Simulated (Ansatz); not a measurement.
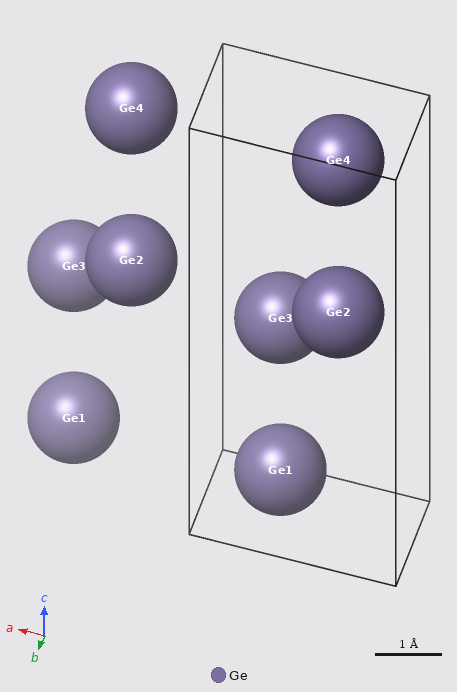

The starting point is a symmetric starting cell of Ge. Style: spheres-only. Shown: the cell of the calculation, repeated 2 × 1 × 1 with one cell outlined, from a free direction.

Computed with DFT r2SCAN, scalar-relativistic, plane waves, PAW (Ansatz 0.2.0). Set-up: plane-wave cutoff 500 eV; k-point mesh 12 × 12 × 6; occupations gaussian; smearing width 0.1 eV; no spin polarisation.

Now this is done to it. The cell is strained by +3.4 % along c and −5.6 % across it (volume −7.9 %) and atoms are displaced by 0.10 Å relative to the cell: Ge1 0.10 Å along +c. No relaxation follows. The starting cell wasn't computed here and needn't be at equilibrium, so pressure and forces aren't due to the change alone.

Predict the response.

Answer. Near-neighbour distances before and after: Ge–Ge 2.469 → 2.347 Å, Ge–Ge 2.453 → 2.425 Å. The space group stays P6_3/mmc (No. 194). The pressure is 6.3 GPa (not all of it need come from the change, since the unchanged cell can be under pressure at this level too). The principal stresses (compression positive) are 1.6 GPa along c and 8.7 GPa across it. The largest forces, 1.7 eV/Å, act on Ge1, Ge2, Ge3 and Ge4; on Ge1 it points along −c. The forces point straight back along the displacements (cosine −1.00).

The changed structure in the same view:

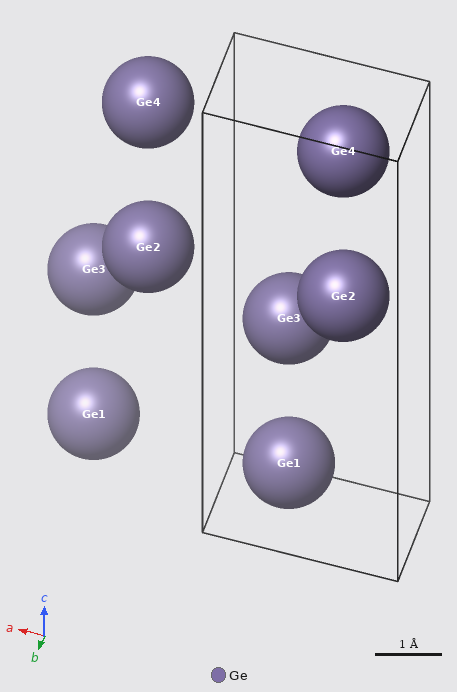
